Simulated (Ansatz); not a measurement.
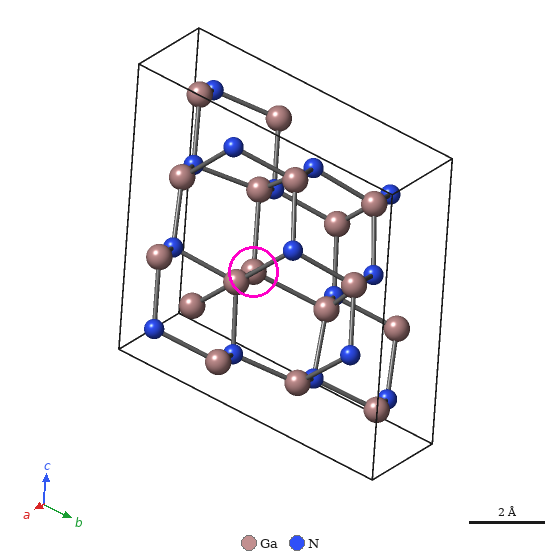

An orthographic ball-and-stick view of the structure, slightly off an axis. The edges of the supercell are marked. The host is GaN, in a cell of 32 sites, and the cell is neutral. A ring marks the defect's site.

Question: How does this supercell depart from the perfect host?

Answer: Gallium on a nitrogen site (an antisite). It is bonded to four Ga in a tetrahedral arrangement at about 2.3 Å.

The atoms were relaxed in the host's cell with DFT PBE, scalar-relativistic, plane waves, PAW (Ansatz 0.2.0).
